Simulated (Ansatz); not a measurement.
## Nudged elastic band of Si₁₂HO₂₄ (charge +1) (part 1 of 3)

- system: Si₁₂HO₂₄ (defect cell, 37 atoms in the cell, total charge +1)
- method: DFT PBEsol, scalar-relativistic, plane waves, PAW, PAW set soft_1, no spin polarisation (Ansatz 0.2.0)

The structure derives from an entry of the Crystallography Open Database. It belongs to a series of runs on one base structure; here: band between the two ends.

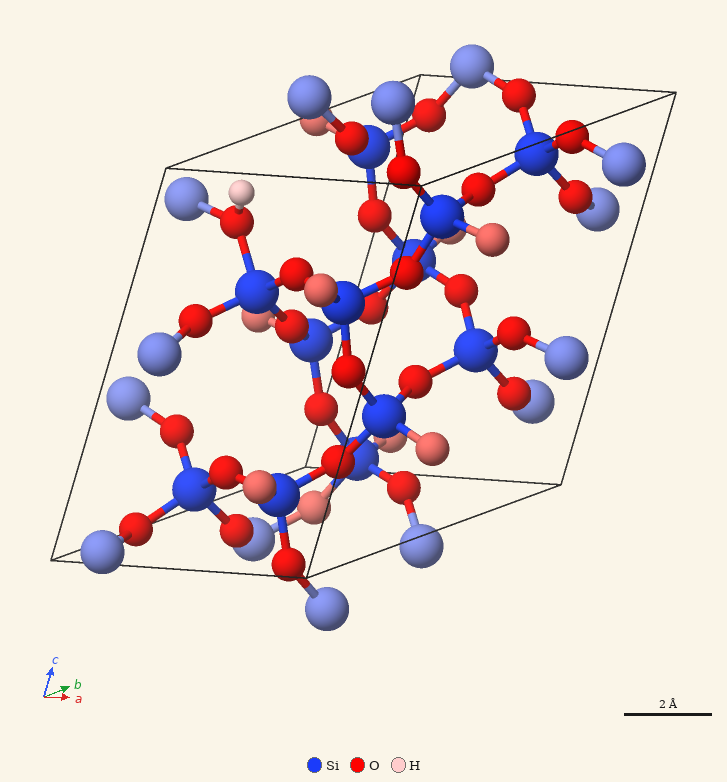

The input geometry (ball-and-stick view of the cell of the calculation, seen at an oblique angle; neighbours outside the cell are drawn fainter). An atom can appear more than once, as a periodic image.

**Input**
```yaml
crystal:
  lattice:
    - [-2.4605, 4.261711, 5.4163]
    - [4.921, 0.0, 5.4163]
    - [4.921, 8.523422, 0.0]
  atoms:
    - { symbol: Si, position: [0.18416514, 0.65149474, 0.9073205] }
    - { symbol: Si, position: [0.31772813, 0.85135594, 0.07102913] }
    - { symbol: Si, position: [0.25096477, 0.25164738, 0.13219697] }
    - { symbol: O, position: [0.30185294, 0.43301932, 0.98640874] }
    - { symbol: O, position: [0.2140091, 0.08844558, 0.06810761] }
    - { symbol: O, position: [0.71718734, 0.31360748, 0.2089281] }
    - { symbol: O, position: [0.43762546, 0.15527839, 0.20678409] }
    - { symbol: O, position: [0.05377209, 0.3260333, 0.2540439] }
    - { symbol: O, position: [0.76687975, 0.17125885, 0.98374357] }
    - { symbol: Si, position: [0.17188599, 0.66318361, 0.41116162] }
    - { symbol: Si, position: [0.31366954, 0.85163883, 0.57507094] }
    - { symbol: Si, position: [0.27267716, 0.24718089, 0.63834692] }
    - { symbol: O, position: [0.27463091, 0.44342656, 0.50351914] }
    - { symbol: O, position: [0.22035647, 0.07474381, 0.60269044] }
    - { symbol: O, position: [0.77349482, 0.30700506, 0.69506604] }
    - { symbol: O, position: [0.46167654, 0.18174081, 0.70686056] }
    - { symbol: O, position: [0.08037726, 0.28977923, 0.79717955] }
    - { symbol: O, position: [0.78138879, 0.16903988, 0.47698589] }
    - { symbol: Si, position: [0.67539139, 0.13998401, 0.16387051] }
    - { symbol: Si, position: [0.81578716, 0.34388961, 0.32254971] }
    - { symbol: Si, position: [0.74595094, 0.74269354, 0.39261614] }
    - { symbol: O, position: [0.78756223, 0.9200632, 0.24164037] }
    - { symbol: O, position: [0.70786417, 0.56155558, 0.35384426] }
    - { symbol: O, position: [0.21651723, 0.83550169, 0.45567198] }
    - { symbol: O, position: [0.9366436, 0.66961187, 0.46196353] }
    - { symbol: O, position: [0.55265809, 0.8240956, 0.51584697] }
    - { symbol: O, position: [0.25941721, 0.69676063, 0.23194342] }
    - { symbol: Si, position: [0.70548384, 0.14321175, 0.65441518] }
    - { symbol: Si, position: [0.81860269, 0.33886037, 0.83250358] }
    - { symbol: Si, position: [0.75654392, 0.74443773, 0.89330921] }
    - { symbol: O, position: [0.799615, 0.92202131, 0.74336042] }
    - { symbol: O, position: [0.73055485, 0.5641208, 0.84401429] }
    - { symbol: O, position: [0.23200305, 0.82407519, 0.94918268] }
    - { symbol: O, position: [0.9462573, 0.66173073, 0.96483358] }
    - { symbol: O, position: [0.5583285, 0.81869212, 0.01570328] }
    - { symbol: O, position: [0.26005591, 0.68175248, 0.72853283] }
    - { symbol: H, position: [0.12819339, 0.21737054, 0.89147077] }
total_charge: 1
basis:
  ecutwfc: 420.0
kpoints:
  mp_grid: { grid: [2, 2, 1] }
hamiltonian:
  xc: pbesol
  pseudopotentials: { kind: paw, azcp: { folder: soft_1 } }
scf:
  occupations: { method: gaussian, width: 0.05 }
  lower_state_search: "off"
neb:
  images: 3
  f_tol: 0.05
  initial_path: linear
  max_iterations: 80
  final_atoms:
    - { symbol: Si, position: [0.15051466, 0.67194736, 0.91561169] }
    - { symbol: Si, position: [0.29252824, 0.86923265, 0.07605365] }
    - { symbol: Si, position: [0.25587042, 0.26872036, 0.13755475] }
    - { symbol: O, position: [0.27536932, 0.46413774, 0.99843079] }
    - { symbol: O, position: [0.21178874, 0.09603781, 0.09175217] }
    - { symbol: O, position: [0.75359773, 0.31678901, 0.20467244] }
    - { symbol: O, position: [0.46891828, 0.18638151, 0.17999909] }
    - { symbol: O, position: [0.07333145, 0.32696355, 0.27556728] }
    - { symbol: O, position: [0.83760837, 0.14130224, 0.98723559] }
    - { symbol: Si, position: [0.18090937, 0.65782722, 0.41091724] }
    - { symbol: Si, position: [0.31232386, 0.85768869, 0.5774236] }
    - { symbol: Si, position: [0.26319291, 0.25808723, 0.6299186] }
    - { symbol: O, position: [0.30458491, 0.43824246, 0.48246005] }
    - { symbol: O, position: [0.21385927, 0.08559584, 0.58937983] }
    - { symbol: O, position: [0.75043532, 0.26850147, 0.72371635] }
    - { symbol: O, position: [0.45116511, 0.17016546, 0.70267334] }
    - { symbol: O, position: [0.07101391, 0.33784425, 0.75740144] }
    - { symbol: O, position: [0.78515321, 0.16796017, 0.47997809] }
    - { symbol: Si, position: [0.70084555, 0.14458508, 0.16855015] }
    - { symbol: Si, position: [0.83378783, 0.34486628, 0.33098192] }
    - { symbol: Si, position: [0.75074755, 0.74082869, 0.40538671] }
    - { symbol: O, position: [0.79053156, 0.92247431, 0.25522819] }
    - { symbol: O, position: [0.71857549, 0.56305934, 0.35903093] }
    - { symbol: O, position: [0.2303945, 0.82718294, 0.45539574] }
    - { symbol: O, position: [0.9435844, 0.66364954, 0.47305333] }
    - { symbol: O, position: [0.55428172, 0.81890579, 0.52770866] }
    - { symbol: O, position: [0.24865578, 0.7016415, 0.2305605] }
    - { symbol: Si, position: [0.69227281, 0.12411213, 0.65805936] }
    - { symbol: Si, position: [0.84078083, 0.33024097, 0.82315225] }
    - { symbol: Si, position: [0.7318244, 0.73068477, 0.89058514] }
    - { symbol: O, position: [0.78142981, 0.89142932, 0.73150372] }
    - { symbol: O, position: [0.7035993, 0.5291406, 0.87189364] }
    - { symbol: O, position: [0.15860053, 0.861787, 0.97082303] }
    - { symbol: O, position: [0.91543646, 0.67474095, 0.96565634] }
    - { symbol: O, position: [0.52786335, 0.82584028, -0.00217448] }
    - { symbol: O, position: [0.24732743, 0.70583191, 0.73910303] }
    - { symbol: H, position: [-0.03122149, 0.02291107, 0.98171221] }
  order_check: true
```

Command:
```bash
ansatz run input.yaml --threads 2 --pin off --max-ram 5120MiB --backend cpu --events-out ev --progress --plain --runs-dir out
```

**Log**
```
Warning: neb: disabling space-group detection — the band's intermediate images generally break the endpoint symmetry, so no spatial operation reduces the k-mesh or symmetrises the density, except that a semilocal band can use its path's symmetry ahead of convergence; time reversal is kept, so that k and −k are solved as one point where they differ and the mesh holds both, and exact exchange and, on two spinor components, a DFT+U term hold to it where the run has them: on two components no moment then forms, and a state that bears one, which a typed moment (crystal.atoms[].spin; refused beside efield: under a hybrid functional) reaches, can lie lower, under hf by electronvolts; crystal.symmetry.detect: false (a key that needs symmetry detection or time reversal refuses this as the deck is read) with time_reversal: false beside it drops time reversal too
Warning: [file] the record states the generating functional pbe (its physics header spells it `PBE`), which answers neither for hamiltonian.xc's functional nor for the pbesol family's — results may be inconsistent (PPs are generated against a specific XC)
Warning: [file] the record states the generating functional pbe (its physics header spells it `PBE`), which answers neither for hamiltonian.xc's functional nor for the pbesol family's — results may be inconsistent (PPs are generated against a specific XC)
Warning: [file] the record states the generating functional pbe (its physics header spells it `PBE`), which answers neither for hamiltonian.xc's functional nor for the pbesol family's — results may be inconsistent (PPs are generated against a specific XC)
Engine: ansatz 0.2.0, aarch64-unknown-linux-gnu
Pseudopotentials: kind: paw
Pseudopotential: Si, paw, valence charge 4, recommended cutoff 420 eV (normal), [file]
Pseudopotential: O, paw, valence charge 6, recommended cutoff 420 eV (normal), [file]
Pseudopotential: H, paw, valence charge 1, recommended cutoff 420 eV (normal), [file]
Functional definition: PBEsol
  exchange = pbesol_x
  correlation = pbesol_c
parallel-image band execution: 2 concurrent image workers
NEB image 0
Crystal: 37 atoms, lattice volume = 454.360 Å³
Basis set: ecut = 420 eV, 8867 PW (Γ), exchange–correlation on 100×100×144 points (8 copies of the dense FFT grid, shifted against one another)
Bands: 133, of which v1, the nominal top of the filled ones, is band 96 counted from 1 (95 counted from 0)
Symmetry: 1 space group operations
k-points: 4
Non-local potential: Si, projectors of the file, l = 0: 2, l = 1: 2, l = 2: 1
Non-local potential: O, projectors of the file, l = 0: 2, l = 1: 2, l = 2: 1
Non-local potential: H, projectors of the file, l = 0: 2, l = 1: 1
PAW form: soft (Blöchl's): semilocal exchange-correlation on the pseudo side does not see the compensation charge
PAW frozen core: Si, regenerated for the run's functional, and the local potential with it (the file was generated under x = pbe(κ = 0.804, μ = 0.2195149727645171), c = pbe(β = 0.06672455060314922))
PAW frozen core: O, regenerated for the run's functional, and the local potential with it (the file was generated under x = pbe(κ = 0.804, μ = 0.2195149727645171), c = pbe(β = 0.06672455060314922))
PAW one-centre angular grid: Si, 110 points (default); XC on 64 Gauss nodes
PAW one-centre angular grid: O, 110 points (default); XC on 64 Gauss nodes
PAW one-centre angular grid: H, 110 points (default); XC on 64 Gauss nodes
Initial density: superposition of atomic densities (chi_scale 0.1, normalization cell, long waves kept (reshape's long-wave potential 0.03 eV rms))
Initial wavefunctions: pseudopotential atomic-orbital guess
Functional: x = pbesol(κ = 0.804, μ = 0.12345679012345678), c = pbesol(β = 0.046)
SCF iter   1: F=—  HF=-21000.812942 eV  |F-HF|=—  |Δ(HF+E_count)|=         —  Δρ=1.33e-1  dr2=7.25e1  ethr=3.10e-3  ⟨swp⟩=6.0  Hψ=2469  notcnv=0  defer=43
preconditioner: auto → Resta (q_TF=auto, 2.363 Å⁻¹)  ε∞=2.8  [insulator: Δε(μ)=7.068 eV  Ē_g=17.986 eV  σ=0.050 eV  W_gap=1.00  n_scr=102 (ndim 8)  ℏωp=24.1 eV  f_vac=0.008  D(μ)=0.00/eV (n_scr^D=0)  ε∞_Penn≈2.8]
SCF iter   2: F=—  HF=-20980.437167 eV  |F-HF|=—  |Δ(HF+E_count)|=    2.04e1  Δρ=4.45e-2  dr2=3.93e0  ethr=3.10e-3  ⟨swp⟩=4.0  Hψ=1313  notcnv=0  defer=128
SCF iter   3: F=—  HF=-20979.901444 eV  |F-HF|=—  |Δ(HF+E_count)|=   5.36e-1  Δρ=2.19e-2  dr2=1.23e0  ethr=2.05e-3  ⟨swp⟩=2.0  Hψ=632  notcnv=0  defer=128
SCF iter   4: F=—  HF=-20979.848310 eV  |F-HF|=—  |Δ(HF+E_count)|=   5.31e-2  Δρ=2.34e-3  dr2=1.97e-2  ethr=6.43e-4  ⟨swp⟩=4.0  Hψ=815  notcnv=0  defer=128
SCF iter   5: F=—  HF=-20979.865179 eV  |F-HF|=—  |Δ(HF+E_count)|=   1.69e-2  Δρ=1.70e-3  dr2=9.25e-3  ethr=1.03e-5  ⟨swp⟩=2.0  Hψ=1015  notcnv=0  defer=129
SCF iter   6: F=—  HF=-20979.866336 eV  |F-HF|=—  |Δ(HF+E_count)|=   1.16e-3  Δρ=3.36e-4  dr2=4.21e-4  ethr=4.82e-6  ⟨swp⟩=2.0  Hψ=781  notcnv=0  defer=129
SCF iter   7: F=—  HF=-20979.866653 eV  |F-HF|=—  |Δ(HF+E_count)|=   3.17e-4  Δρ=9.12e-5  dr2=3.19e-5  ethr=2.20e-7  ⟨swp⟩=2.0  Hψ=762  notcnv=0  defer=129
SCF iter   8: F=—  HF=-20979.866581 eV  |F-HF|=—  |Δ(HF+E_count)|=   7.15e-5  Δρ=7.17e-5  dr2=1.58e-5  ethr=1.66e-8  ⟨swp⟩=2.0  Hψ=787  notcnv=0  defer=129
SCF iter   9: F=—  HF=-20979.866581 eV  |F-HF|=—  |Δ(HF+E_count)|=   4.33e-7  Δρ=1.01e-5  dr2=4.02e-7  ethr=8.25e-9  ⟨swp⟩=2.0  Hψ=787  notcnv=0  defer=129
SCF iter  10: F=-20979.866582 eV  HF=-20979.866582 eV  |F-HF|=1.36e-8  |Δ(HF+E_count)|=   8.21e-7  Δρ=4.73e-6  dr2=7.90e-8  ethr=5.21e-11  ⟨swp⟩=5.0  Hψ=1967  notcnv=0
SCF 1 converged in 10 iterations: F = -20979.866582 eV  dr2 = 7.90e-8
  greatest PAW one-centre occupation: 0.860 electrons in one spin orbital (limit 2), on the O atom at site 24 (counted from 0), in its partial waves of l = 0
NSCF: frozen V_eff on 4 k-points
NEB image 4
SCF iter   1: F=—  HF=-21000.927569 eV  |F-HF|=—  |Δ(HF+E_count)|=         —  Δρ=1.33e-1  dr2=7.24e1  ethr=3.10e-3  ⟨swp⟩=6.0  Hψ=2476  notcnv=0  defer=45
preconditioner: auto → Resta (q_TF=auto, 2.363 Å⁻¹)  ε∞=2.8  [insulator: Δε(μ)=7.100 eV  Ē_g=18.026 eV  σ=0.050 eV  W_gap=1.00  n_scr=102 (ndim 8)  ℏωp=24.1 eV  f_vac=0.017  D(μ)=0.00/eV (n_scr^D=0)  ε∞_Penn≈2.8]
SCF iter   2: F=—  HF=-20980.562912 eV  |F-HF|=—  |Δ(HF+E_count)|=    2.04e1  Δρ=4.43e-2  dr2=3.88e0  ethr=3.10e-3  ⟨swp⟩=3.2  Hψ=1300  notcnv=0  defer=130
SCF iter   3: F=—  HF=-20980.024416 eV  |F-HF|=—  |Δ(HF+E_count)|=   5.38e-1  Δρ=2.18e-2  dr2=1.22e0  ethr=2.02e-3  ⟨swp⟩=2.0  Hψ=577  notcnv=0  defer=130
SCF iter   4: F=—  HF=-20979.975782 eV  |F-HF|=—  |Δ(HF+E_count)|=   4.86e-2  Δρ=2.37e-3  dr2=2.10e-2  ethr=6.33e-4  ⟨swp⟩=4.2  Hψ=806  notcnv=0  defer=130
SCF iter   5: F=—  HF=-20979.992864 eV  |F-HF|=—  |Δ(HF+E_count)|=   1.71e-2  Δρ=1.65e-3  dr2=8.78e-3  ethr=1.09e-5  ⟨swp⟩=2.0  Hψ=1014  notcnv=0  defer=130
SCF iter   6: F=—  HF=-20979.994539 eV  |F-HF|=—  |Δ(HF+E_count)|=   1.68e-3  Δρ=3.67e-4  dr2=5.21e-4  ethr=4.57e-6  ⟨swp⟩=2.0  Hψ=778  notcnv=0  defer=130
SCF iter   7: F=—  HF=-20979.994897 eV  |F-HF|=—  |Δ(HF+E_count)|=   3.57e-4  Δρ=9.70e-5  dr2=4.02e-5  ethr=2.71e-7  ⟨swp⟩=2.0  Hψ=760  notcnv=0  defer=130
SCF iter   8: F=—  HF=-20979.994831 eV  |F-HF|=—  |Δ(HF+E_count)|=   6.59e-5  Δρ=8.24e-5  dr2=2.08e-5  ethr=2.10e-8  ⟨swp⟩=3.0  Hψ=792  notcnv=0  defer=130
SCF iter   9: F=—  HF=-20979.994830 eV  |F-HF|=—  |Δ(HF+E_count)|=   1.20e-6  Δρ=1.13e-5  dr2=4.81e-7  ethr=1.08e-8  ⟨swp⟩=2.2  Hψ=787  notcnv=0  defer=130
SCF iter  10: F=—  HF=-20979.994831 eV  |F-HF|=—  |Δ(HF+E_count)|=   9.57e-7  Δρ=5.83e-6  dr2=1.20e-7  ethr=5.21e-11  ⟨swp⟩=6.0  Hψ=1984  notcnv=0
SCF iter  11: F=-20979.994831 eV  HF=-20979.994831 eV  |F-HF|=1.30e-8  |Δ(HF+E_count)|=   3.10e-8  Δρ=3.16e-6  dr2=3.42e-8  ethr=5.21e-11  ⟨swp⟩=5.0  Hψ=1932  notcnv=0
SCF 2 converged in 11 iterations: F = -20979.994831 eV  dr2 = 3.42e-8
[...]
  greatest PAW one-centre occupation: 0.860 electrons in one spin orbital (limit 2), on the O atom at site 16 (counted from 0), in its partial waves of l = 0
NSCF: frozen V_eff on 4 k-points
NEB end point (image 0): max|allowed force component| = 1.415e-2 eV/Å (the criterion of neb.relax_end_points is 1.000e-2)
NEB end point (image 4): max|allowed force component| = 2.873e-2 eV/Å (the criterion of neb.relax_end_points is 1.000e-2)
NEB image 1
preconditioner: auto → Resta (q_TF=auto, 2.363 Å⁻¹)  ε∞=2.8  [insulator: Δε(μ)=6.934 eV  Ē_g=17.931 eV  σ=0.050 eV  W_gap=1.00  n_scr=102 (ndim 8)  ℏωp=24.1 eV  f_vac=0.009  D(μ)=0.00/eV (n_scr^D=0)  ε∞_Penn≈2.8]
  greatest PAW one-centre occupation: 0.860 electrons in one spin orbital (limit 2), on the O atom at site 33 (counted from 0), in its partial waves of l = 0
NEB image 2
Initial density: superposition of atomic densities (chi_scale 0.1, normalization cell), built separately for each of the 2 bonded fragments (scf.initial_density.interfragment_charge_transfer: auto; true builds it for the cell as a whole; a typed value also counts as a typed key of the start: scf.initial_density.chi_scale says what that changes, if anything)
preconditioner: auto → Resta (q_TF=auto, 2.363 Å⁻¹)  ε∞=2.8  [insulator: Δε(μ)=6.700 eV  Ē_g=17.912 eV  σ=0.050 eV  W_gap=1.00  n_scr=102 (ndim 8)  ℏωp=24.1 eV  f_vac=0.011  D(μ)=0.00/eV (n_scr^D=0)  ε∞_Penn≈2.8]
  greatest PAW one-centre occupation: 0.860 electrons in one spin orbital (limit 2), on the O atom at site 31 (counted from 0), in its partial waves of l = 0
NEB image 3
preconditioner: auto → Resta (q_TF=auto, 2.363 Å⁻¹)  ε∞=2.8  [insulator: Δε(μ)=7.008 eV  Ē_g=17.967 eV  σ=0.050 eV  W_gap=1.00  n_scr=102 (ndim 8)  ℏωp=24.1 eV  f_vac=0.014  D(μ)=0.00/eV (n_scr^D=0)  ε∞_Penn≈2.8]
  greatest PAW one-centre occupation: 0.860 electrons in one spin orbital (limit 2), on the O atom at site 13 (counted from 0), in its partial waves of l = 0
NEB iter   1: max|band force component| = 2.582e0 eV/Å  barrier→ = 1.8272 eV  barrier← = 1.9555 eV  Δτ_max = 0.0912 Å  (52 SCF iters)
NEB image 1
Initial density: handed on by an earlier stage of this run
Initial wavefunctions: those handed on with the density
preconditioner: auto → Resta (q_TF=auto, 2.363 Å⁻¹)  ε∞=3.1  [insulator: Δε(μ)=5.252 eV  Ē_g=16.685 eV  σ=0.050 eV  W_gap=1.00  n_scr=102 (ndim 8)  ℏωp=24.1 eV  f_vac=0.102  D(μ)=0.00/eV (n_scr^D=0)  ε∞_Penn≈3.1]
  greatest PAW one-centre occupation: 0.860 electrons in one spin orbital (limit 2), on the O atom at site 23 (counted from 0), in its partial waves of l = 0
NEB image 2
preconditioner: auto → Resta (q_TF=auto, 2.363 Å⁻¹)  ε∞=3.1  [insulator: Δε(μ)=4.452 eV  Ē_g=16.640 eV  σ=0.050 eV  W_gap=1.00  n_scr=102 (ndim 8)  ℏωp=24.1 eV  f_vac=0.104  D(μ)=0.00/eV (n_scr^D=0)  ε∞_Penn≈3.1]
NEB image 3
preconditioner: auto → Resta (q_TF=auto, 2.363 Å⁻¹)  ε∞=3.1  [insulator: Δε(μ)=5.340 eV  Ē_g=16.715 eV  σ=0.050 eV  W_gap=1.00  n_scr=102 (ndim 8)  ℏωp=24.1 eV  f_vac=0.106  D(μ)=0.00/eV (n_scr^D=0)  ε∞_Penn≈3.1]
NEB iter   2: max|band force component| = 2.402e0 eV/Å  barrier→ = 1.5686 eV  barrier← = 1.6968 eV  Δτ_max = 0.2000 Å  (23 SCF iters)
[... from here on the SCF iterations and repeated set-up lines of each step are left out, up to the last step ...]
NEB image 1
NEB image 2
NEB image 3
NEB iter   3: max|band force component| = 6.221e0 eV/Å  barrier→ = 1.0938 eV  barrier← = 1.2220 eV  Δτ_max = 0.0999 Å  (27 SCF iters)
NEB image 1
NEB image 2
NEB image 3
NEB iter   4: max|band force component| = 1.241e0 eV/Å  barrier→ = 1.0431 eV  barrier← = 1.1713 eV  Δτ_max = 0.0620 Å  (24 SCF iters)
NEB image 1
NEB image 2
NEB image 3
NEB iter   5: max|band force component| = 6.530e-1 eV/Å  barrier→ = 0.9669 eV  barrier← = 1.0952 eV  Δτ_max = 0.1887 Å  (21 SCF iters)
NEB image 1
NEB image 2
NEB image 3
NEB iter   6: max|band force component| = 8.904e-1 eV/Å  barrier→ = 0.7842 eV  barrier← = 0.9125 eV  Δτ_max = 0.0950 Å  (25 SCF iters)
NEB image 1
NEB image 2
NEB image 3
NEB iter   7: max|band force component| = 1.057e0 eV/Å  barrier→ = 0.6213 eV  barrier← = 0.7496 eV  CI = image 2  Δτ_max = 0.1610 Å  (22 SCF iters)
NEB image 1
NEB image 2
NEB image 3
NEB iter   8: max|band force component| = 1.172e0 eV/Å  barrier→ = 0.8576 eV  barrier← = 0.9859 eV  CI = image 2  Δτ_max = 0.1894 Å  (24 SCF iters)
NEB image 1
NEB image 2
NEB image 3
NEB iter   9: max|band force component| = 1.120e0 eV/Å  barrier→ = 1.0151 eV  barrier← = 1.1434 eV  CI = image 2  Δτ_max = 0.0938 Å  (24 SCF iters)
NEB image 1
NEB image 2
NEB image 3
NEB iter  10: max|band force component| = 6.940e-1 eV/Å  barrier→ = 0.9118 eV  barrier← = 1.0400 eV  CI = image 2  Δτ_max = 0.0871 Å  (22 SCF iters)
NEB image 1
NEB image 2
NEB image 3
NEB iter  11: max|band force component| = 1.878e-1 eV/Å  barrier→ = 0.9118 eV  barrier← = 1.0400 eV  CI = image 2  Δτ_max = 0.1965 Å  (22 SCF iters)
NEB image 1
NEB image 2
NEB image 3
NEB iter  12: max|band force component| = 1.125e1 eV/Å  barrier→ = 1.3864 eV  barrier← = 1.5147 eV  CI = image 1  Δτ_max = 0.0955 Å  (22 SCF iters)
NEB image 1
NEB image 2
NEB image 3
NEB iter  13: max|band force component| = 6.974e0 eV/Å  barrier→ = 0.8725 eV  barrier← = 1.0008 eV  CI = image 1  Δτ_max = 0.1915 Å  (25 SCF iters)
NEB image 1
NEB image 2
NEB image 3
NEB iter  14: max|band force component| = 6.255e0 eV/Å  barrier→ = 0.7045 eV  barrier← = 0.8328 eV  CI = image 1  Δτ_max = 0.1977 Å  (25 SCF iters)
NEB image 1
NEB image 2
NEB image 3
NEB iter  15: max|band force component| = 5.163e0 eV/Å  barrier→ = 0.5866 eV  barrier← = 0.7148 eV  CI = image 2  Δτ_max = 0.2000 Å  (24 SCF iters)
NEB image 1
NEB image 2
NEB image 3
NEB iter  16: max|band force component| = 2.147e0 eV/Å  barrier→ = 0.4475 eV  barrier← = 0.5758 eV  CI = image 2  Δτ_max = 0.2000 Å  (25 SCF iters)
NEB image 1
NEB image 2
NEB image 3
```
